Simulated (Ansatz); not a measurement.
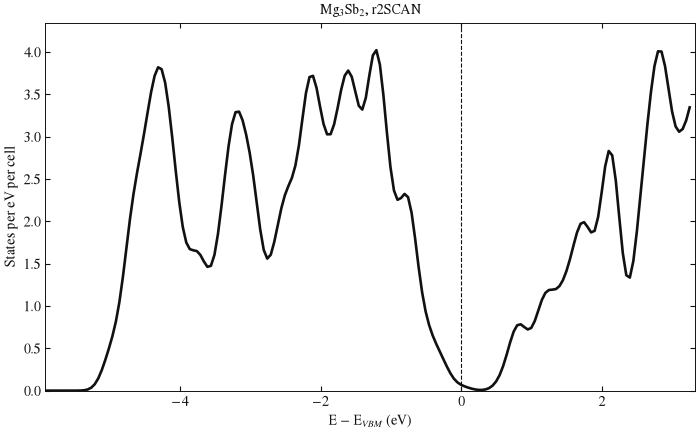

Write a caption that states what the plot shows.

Density of states of Mg₃Sb₂, space group P-3m1 (No. 164), 5 atoms in the cell. Level of theory: DFT, r2SCAN, plane waves, PAW, no spin polarisation, 6×6×4 k mesh, 500 eV cutoff, Fermi-Dirac smearing of 0.02 eV; code Ansatz. Energies are counted from the top of the valence band. The curve is built from the levels of the k mesh with Gaussians 0.3 eV wide, which also blur the band edges.

There is a gap; over the k points computed it is 0.59 eV (indirect; the smallest direct gap is 1.77 eV). The upper group of valence states starts about 5.0 eV under the valence-band top, with a gap beneath it; it holds about 12 electrons a cell.

Spin-orbit coupling is left out, which matters for Sb.
